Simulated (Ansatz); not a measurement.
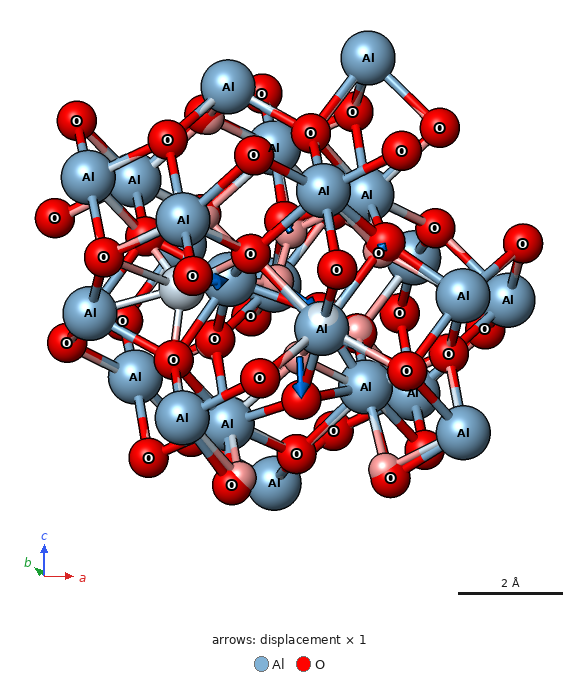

This is a relaxation of a defect cell of composition Al$_{48}$O$_{73}$ (cell charge −1). The starting structure is drawn faded, the final one solid; blue arrows show the displacements, at their true length.

The picture is a ball-and-stick view of the atoms within 5.0 Å of the atom that moves most (axes of the cell of the calculation (origin shifted)), seen slightly off an axis.

Computed with DFT, PBEsol, PAW, plane waves (Ansatz). Settings: plane-wave cutoff 420 eV; k-point mesh 1 × 1 × 1; mesh shifted by (0.25, 0.25, 0.25); collinear spin; atoms relaxed in a fixed cell; force threshold 0.03 eV/Å; at most 80 steps.

Question: What did the optimiser do to the structure, and how much energy did it gain?

Answer: Over 11 geometry steps the energy falls by 21.887 eV per cell of the calculation. Largest force component: 28 eV/Å at the start, 0.015 eV/Å at the end. The largest moves, 1.08 Å, are those of Al and O atoms. By element the largest moves are O 1.08 Å, Al 1.07 Å. The cell doesn't change. Some distances before and after: O–O 1.155 → 2.160 Å, Al–Al 1.821 → 2.817 Å, Al–O 2.294 → 3.250 Å, Al–O 2.802 → 1.885 Å. New bonds form, among them: Al–O (2.42 → 1.96 Å), Al–O (2.70 → 1.99 Å), Al–O (2.76 → 1.86 Å), Al–O (2.80 → 1.89 Å). Bonds break, among them: Al–O (2.29 → 3.25 Å), O–O (1.16 → 2.16 Å). Bond angles that change, for instance: O–Al–O 99.2° → 169.0°, O–Al–O 135.0° → 86.1°, Al–O–Al 153.4° → 118.3°.

Limits of the set-up: the cell is charged, on a uniform background, and energies carry no finite-size correction.
